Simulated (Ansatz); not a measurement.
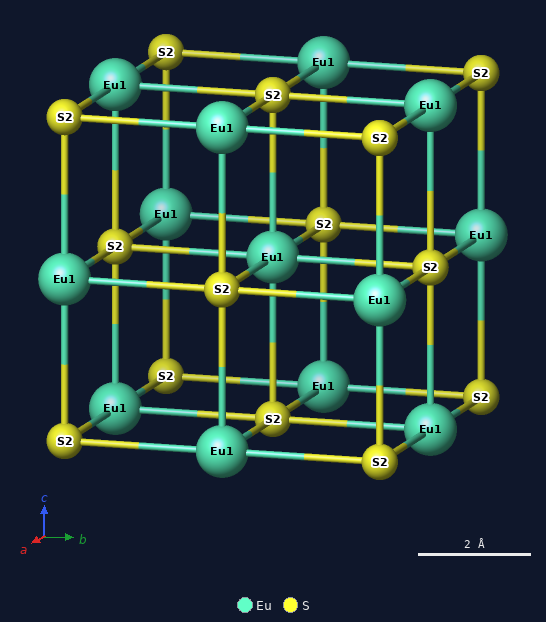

**Figure 1.** The structure (ball-and-stick view of the cell 4 times as large as that of the calculation, set on its symmetry axes, seen slightly off an axis; atoms are numbered from 1 in the order of the input).

EuS: single-point calculation (part 1 of 2)

The run: single-point calculation of EuS (Fm-3m, 2 atoms in the cell). Method and program: DFT, PBEsol, paw_fr, spin-orbit coupling, Ueff = 6 eV on Eu f (Ansatz 0.2.0).

The structure was built on a prototype by a generator; it need not be a known phase. Figures and captions count atoms from 1; the log counts them from 0 in places.

Input
```yaml
crystal:
  lattice:
    - [0.0, 2.978501867, 2.978501867]
    - [2.978501867, 0.0, 2.978501867]
    - [2.978501867, 2.978501867, 0.0]
  atoms:
    - { symbol: Eu, position: [0.5, 0.5, 0.5], spin: 7.0, spin_axis: [0, 0, 1] }
    - { symbol: S, position: [0.0, 0.0, 0.0] }
basis:
  ecutwfc: 420
  ecutrho_ratio: 4
kpoints:
  mp_grid: { grid: [8, 8, 8] }
hamiltonian:
  xc: pbesol
  hubbard: { sites: [{ species: Eu, l: f, u_eff: 6.0 }] }
  pseudopotentials: { kind: paw_fr }
scf:
  occupations: { method: tetrahedron }
output:
  forces: true
  stress: true
  write_density: true
  write_potential: true
  elf: true
  volumetric_format: npy
magnetization:
  noncollinear: true
  spin_orbit: true
```

Launched with:
```bash
ansatz run input.yaml --threads 4 --pin off --max-ram 9216MiB --backend cpu --events-out ev --progress --plain --runs-dir out
```

The program's output
```
Warning: output.forces, output.stress, relax.cell or npt_langevin: where a Kohn–Sham band that disperses or a degenerate level is filled in part under the method tetrahedron, the forces or the stress that this run publishes need not agree with its energy (scf.occupations.method in the input reference, under Limitations); prefer a smearing scheme for the forces or the stress
Warning: output.stress: scf.convergence.dr2_threshold = 1e-7 eV (the SCF's general default) is looser than the 2e-10 eV advised for a printed stress (1e-10 eV for each atom of the cell: 2). What an SCF threshold leaves in a stress goes as its square root, and in the free energy as the threshold itself, and one threshold admits the most on a small cell: of the crystals measured, under no hybrid functional and no lock of the moments, on runs that ended without the residual-converged pass, on stresses that held no estimate of that error, the worst erred by over 100 MPa in a component at 1e-7 eV an atom and by under 5 at 1e-10. Set scf.convergence.dr2_threshold to 2e-10 eV or tighter. The threshold is an SCF's pass mark: one that does not reach it within its budget of iterations ends unconverged, or closes short of it on a stop that the run arms, and scf.convergence.dr2_threshold's page says what that costs each kind of run
Eu: projections on atomic orbitals take those of the free atom [Kr 4d10] 4f7 5s2 5p6 5d0 6s2, of charge +0.00 (hamiltonian.pseudopotentials.projection_atoms); the dataset's partial waves leave at most 9.9e-4 of an orbital's norm unspanned inside its sphere
S: projections on atomic orbitals take those of the free atom [Ne] 3s2 3p4, of charge +0.00 (hamiltonian.pseudopotentials.projection_atoms); the dataset's partial waves leave at most 1.5e-11 of an orbital's norm unspanned inside its sphere
band count auto-derived: 38, from the close of a first SCF at 32 (N_el = 23.0; filled up to band 23; 32 by the electrons, moments and atoms)
Engine: ansatz 0.2.0, aarch64-unknown-linux-gnu
Pseudopotentials: kind: paw_fr
Pseudopotential: Eu, paw_fr, valence charge 17, recommended cutoff 420 eV (normal), Eu.paw.azcp#standard-fr
Pseudopotential: S, paw_fr, valence charge 6, recommended cutoff 420 eV (normal), S.paw.azcp#standard-fr
Functional definition: PBEsol
  exchange = pbesol_x
  correlation = pbesol_c
Crystal: 2 atoms, lattice volume = 52.847 Å³
Basis set: ecut = 420 eV, 1037 PW (Γ), exchange–correlation on 60×60×60 points (8 copies of the dense FFT grid, shifted against one another)
Bands: 32, of which v1, the nominal top of the filled ones, is band 23 counted from 1 (22 counted from 0)
Symmetry: 8 space group operations + 8 with time reversal
Magnetic group: BNS 139.537 (UNI 1197), of the structure as read, at distance tolerance 3.8e-5 Å
k-points: 59 of 512 (time reversal used)
Projection manifold: j_resolved (fully-relativistic pseudo-atomic orbitals)
Non-local potential: Eu, projectors of the file, l = 0: 3, l = 1: 4, l = 2: 4, l = 3: 6
Non-local potential: S, projectors of the file, l = 0: 2, l = 1: 4, l = 2: 4
PAW form: soft (Blöchl's): semilocal exchange-correlation on the pseudo side does not see the compensation charge
PAW frozen core: Eu, regenerated for the run's functional, and the local potential with it (the file was generated under x = pbe(κ = 0.804, μ = 0.2195149727645171), c = pbe(β = 0.06672455060314922))
PAW frozen core: S, regenerated for the run's functional, and the local potential with it (the file was generated under x = pbe(κ = 0.804, μ = 0.2195149727645171), c = pbe(β = 0.06672455060314922))
PAW one-centre angular grid: Eu, 590 points (default); XC on 64 Gauss nodes
PAW one-centre angular grid: S, 110 points (default); XC on 64 Gauss nodes
Initial density: superposition of atomic densities (chi_scale 0.1, normalization cell)
Starting moments: Σ|m| = 7 μB on 1 of 2 sites
Initial wavefunctions: pseudopotential atomic-orbital guess
Functional: x = pbesol(κ = 0.804, μ = 0.12345679012345678), c = pbesol(β = 0.046)
SCF iter   1: F=—  HF=-9560.633953 eV  |F-HF|=—  |Δ(HF+E_count)|=         —  Δρ=4.90e-1  dr2=2.74e0  dr2_m=2.91e1  ethr=3.10e-3  |M|=6.98e0 ∫|m|=7.26e0 μB  |m|>n=0.0e0 m-floor=0.0e0 τ_xc=0.0e0 mc-row=0.0e0  β_m=1.00  ⟨swp⟩=7.3  Hψ=10196  notcnv=0  defer=3
preconditioner: auto → none  [insulator: Δε(μ)=1.350 eV  Ē_g=12.505 eV  n_scr=14 (ndim 8)  ℏωp=23.4 eV  f_vac=0.000  ε∞_Penn≈4.5]
SCF iter   2: F=—  HF=-9553.925827 eV  |F-HF|=—  |Δ(HF+E_count)|=    6.71e0  Δρ=5.29e-2  dr2=2.62e-1  dr2_m=3.39e-1  ethr=3.10e-3  |M|=6.98e0 ∫|m|=7.17e0 μB  |m|>n=2.6e-3 m-floor=2.8e-3 τ_xc=9.8e-5 mc-row=2.8e-3  β_m=1.00  ⟨swp⟩=4.3  Hψ=5982  notcnv=0  defer=158
SCF iter   3: F=—  HF=-9556.671512 eV  |F-HF|=—  |Δ(HF+E_count)|=    2.75e0  Δρ=1.35e-2  dr2=5.76e-2  dr2_m=9.60e-3  ethr=1.14e-3  |M|=6.98e0 ∫|m|=7.14e0 μB  |m|>n=1.7e-3 m-floor=1.7e-3 τ_xc=1.9e-4 mc-row=1.7e-3  β_m=1.00  ⟨swp⟩=2.5  Hψ=3964  notcnv=0  defer=162
SCF iter   4: F=—  HF=-9559.596121 eV  |F-HF|=—  |Δ(HF+E_count)|=    2.92e0  Δρ=7.16e-3  dr2=1.17e-2  dr2_m=6.22e-3  ethr=2.50e-4  |M|=6.98e0 ∫|m|=7.13e0 μB  |m|>n=6.3e-4 m-floor=6.3e-4 τ_xc=2.6e-4 mc-row=6.3e-4  β_m=0.30  ⟨swp⟩=3.5  Hψ=3774  notcnv=0  defer=162
Mixer restart at iter 4: flushing history
spin-set hold released at iteration 4 (site moments contracting): the magnetisation degrees of freedom join the quasi-Newton model from the next iteration; the mixer history was flushed
SCF iter   5: F=—  HF=-9561.239606 eV  |F-HF|=—  |Δ(HF+E_count)|=    1.64e0  Δρ=8.67e-3  dr2=1.23e-2  dr2_m=9.12e-3  ethr=5.07e-5  |M|=6.97e0 ∫|m|=7.12e0 μB  |m|>n=4.6e-6 m-floor=4.6e-6 τ_xc=3.0e-4 mc-row=4.6e-6  β_m=0.64  ⟨swp⟩=4.0  Hψ=5166  notcnv=0  defer=162
SCF iter   6: F=—  HF=-9562.495986 eV  |F-HF|=—  |Δ(HF+E_count)|=    1.26e0  Δρ=1.07e-2  dr2=4.19e-2  dr2_m=1.40e-2  ethr=5.07e-5  |M|=6.97e0 ∫|m|=7.10e0 μB  |m|>n=0.0e0 m-floor=0.0e0 τ_xc=2.9e-4 mc-row=0.0e0  β_m=0.54  ⟨swp⟩=5.6  Hψ=5730  notcnv=0  defer=162
SCF iter   7: F=—  HF=-9562.480595 eV  |F-HF|=—  |Δ(HF+E_count)|=   1.54e-2  Δρ=3.10e-3  dr2=6.30e-4  dr2_m=1.17e-3  ethr=5.07e-5  |M|=6.97e0 ∫|m|=7.11e0 μB  |m|>n=0.0e0 m-floor=0.0e0 τ_xc=3.0e-4 mc-row=0.0e0  β_m=0.60  ⟨swp⟩=4.2  Hψ=4769  notcnv=0  defer=161
SCF iter   8: F=—  HF=-9562.483818 eV  |F-HF|=—  |Δ(HF+E_count)|=   3.22e-3  Δρ=1.61e-3  dr2=2.64e-4  dr2_m=3.17e-4  ethr=2.74e-6  |M|=6.96e0 ∫|m|=7.10e0 μB  |m|>n=0.0e0 m-floor=0.0e0 τ_xc=3.2e-4 mc-row=0.0e0  β_m=0.66  ⟨swp⟩=4.7  Hψ=4604  notcnv=0  defer=162
SCF iter   9: F=—  HF=-9562.484426 eV  |F-HF|=—  |Δ(HF+E_count)|=   6.08e-4  Δρ=5.31e-4  dr2=1.18e-4  dr2_m=3.63e-5  ethr=1.15e-6  |M|=6.96e0 ∫|m|=7.10e0 μB  |m|>n=0.0e0 m-floor=0.0e0 τ_xc=3.3e-4 mc-row=0.0e0  β_m=0.70  ⟨swp⟩=4.3  Hψ=4691  notcnv=0  defer=161
SCF iter  10: F=—  HF=-9562.484627 eV  |F-HF|=—  |Δ(HF+E_count)|=   2.01e-4  Δρ=1.42e-4  dr2=5.25e-6  dr2_m=3.69e-6  ethr=5.14e-7  |M|=6.96e0 ∫|m|=7.10e0 μB  |m|>n=0.0e0 m-floor=0.0e0 τ_xc=3.4e-4 mc-row=0.0e0  β_m=0.85  ⟨swp⟩=4.3  Hψ=4279  notcnv=0  defer=161
SCF iter  11: F=—  HF=-9562.484717 eV  |F-HF|=—  |Δ(HF+E_count)|=   8.94e-5  Δρ=5.61e-5  dr2=1.67e-7  dr2_m=7.42e-7  ethr=2.28e-8  |M|=6.96e0 ∫|m|=7.10e0 μB  |m|>n=0.0e0 m-floor=0.0e0 τ_xc=3.6e-4 mc-row=0.0e0  β_m=0.92  ⟨swp⟩=4.7  Hψ=4874  notcnv=0  defer=162
SCF iter  12: F=—  HF=-9562.484721 eV  |F-HF|=—  |Δ(HF+E_count)|=   4.25e-6  Δρ=2.03e-5  dr2=3.27e-8  dr2_m=1.01e-7  ethr=4.35e-10  |M|=6.96e0 ∫|m|=7.10e0 μB  |m|>n=0.0e0 m-floor=0.0e0 τ_xc=3.7e-4 mc-row=0.0e0  β_m=0.96  ⟨swp⟩=7.2  Hψ=9489  notcnv=0
SCF iter  13: F=-9562.484722 eV  HF=-9562.484722 eV  |F-HF|=3.86e-8  |Δ(HF+E_count)|=   6.98e-7  Δρ=7.58e-6  dr2=1.34e-8  dr2_m=1.46e-8  ethr=1.42e-10  |M|=6.96e0 ∫|m|=7.10e0 μB  |m|>n=0.0e0 m-floor=0.0e0 τ_xc=3.8e-4 mc-row=0.0e0  ⟨swp⟩=6.2  Hψ=8286  notcnv=0
SCF 1, on 32 bands, converged in 13 iterations: F = -9562.484722 eV; the run's SCF on all bands comes behind
  greatest PAW one-centre occupation: 0.988 electrons in one spin orbital (limit 2), on the Eu atom at site 0 (counted from 0), in its partial waves of l = 0
The result of the SCF on 32 bands, without a stress, told ahead of the SCF on all bands, whose result is the run's:
SCF converged after 13 iterations
Stability not checked: this state was not tested for a lower state beside it, because cold or Methfessel-Paxton smearing, or corrected tetrahedra, fill the levels in a way that the test cannot read (fill_not_monotonic; see scf.lower_state_search)
Magnetization: |M| = 6.9577 μB,  M = (+0.0000, -0.0000, +6.9577) μB
Absolute magnetization: 7.0994 μB (∫|m|, with the PAW one-centre terms)
  site 0: m = (+0.0000, +0.0000, +6.8134) μB, |m| = 6.8134 μB  (R = 1.23 Å)
  site 1: m = (-0.0000, +0.0000, -0.0669) μB, |m| = 0.0669 μB  (R = 1.23 Å)
Free energy (F): -9562.484722 eV
Harris-Foulkes:  -9562.484722 eV  (|F-HF|=3.86e-8)
Internal energy: -9562.484722 eV  (E = F + TS)
E sigma→0 (E₀):  -9562.484722 eV
Fermi energy:    8.975468 eV
--- Per-component energies (eV) ---
  E_band       = -21.744632
  E_kinetic    = 458.120172
  E_local      = -2168.802439  (includes V_loc(G=0)·N_el)
  E_nonlocal   = 512.020064
  E_hartree    = 861.476360
  E_xc         = -271.755413
  E_vxc        = -289.448176  (∫ρ·V_xc dr)
  E_hubbard    = 0.143735  (on-site DFT+U / exact-exchange correction)
  E_vhub       = -20.649525  (the Hubbard potential's part of the band-sum identity)
  E_paw        = -6884.693865  (= ΣΔE_a)
  E_vpaw       = -235.932143  (= ΣTr[D̂ρ^β])
  E_aug_tail   = 0.000001  (compensation charges beyond the density's cutoff)
  E_ewald      = -2069.643386
  E_core_change = 0.650048  (= ΣΔE_core)
  E_smearing   = -0.000000  (= −TS)
  E_closure    = 0.000000  (closes the sum)
  Σ components = -9562.484722   (vs F -9562.484722, Δ=0.00e0)
--- Hubbard shell moments (per corrected site; Tr N, ν in electrons; μ in μ_B) ---
  shell 0: Tr N=6.9790  μ_S=(+0.0000, -0.0000, +6.9136)  μ_L=(+0.0000, -0.0000, +0.0094)  μ=(+0.0000, -0.0000, +6.9230)  ν=0.1946 along (+0.000, +0.000, +1.000)
--- Forces (eV/Å), atoms counted from 1 ---
  atom   1  Eu     0.00000000    -0.00000000     0.00000000
  atom   2  S      0.00000000     0.00000000     0.00000000
  max |Σ_I F_I| component: 5.58e-18 eV/Å
--- Band table (eV; the first three rows and the last of 59) ---
  k-point 0: bands = ["-30.6450", "-27.5648", "-11.6656", "-10.9437", "-8.3519", "-7.2290", "-6.6086", "-6.1170", "-3.2225", "-3.2224", "6.7620", "6.8019", "6.8162", "7.5712", "7.6333", "7.6783", "7.7452", "7.8348", "7.9344", "7.9960", "8.8466", "8.8829", "8.9755", "11.0178", "11.3358", "11.3638", "11.4023", "11.4890", "12.0073", "12.0594", "12.0805", "12.3122"]
  k-point 1: bands = ["-30.6429", "-27.5618", "-11.6794", "-10.9592", "-8.3805", "-7.2667", "-6.6547", "-6.1645", "-3.0952", "-3.0537", "6.4951", "6.7357", "6.7581", "7.1199", "7.4287", "7.4812", "7.5804", "7.8024", "7.8935", "7.9838", "8.4727", "8.5851", "8.7005", "11.3549", "11.6448", "11.6687", "11.9163", "11.9235", "12.2982", "12.3289", "12.3510", "12.8641"]
  k-point 2: bands = ["-30.6380", "-27.5548", "-11.7134", "-10.9967", "-8.4471", "-7.3591", "-6.7644", "-6.2416", "-2.7890", "-2.6675", "5.7709", "6.1207", "6.6122", "6.6181", "6.9739", "7.0095", "7.5883", "7.7065", "7.8051", "7.9750", "8.0866", "8.1604", "8.3327", "11.6862", "12.1311", "12.3948", "12.4217", "13.0681", "13.0865", "13.3270", "13.7151", "14.1671"]
```
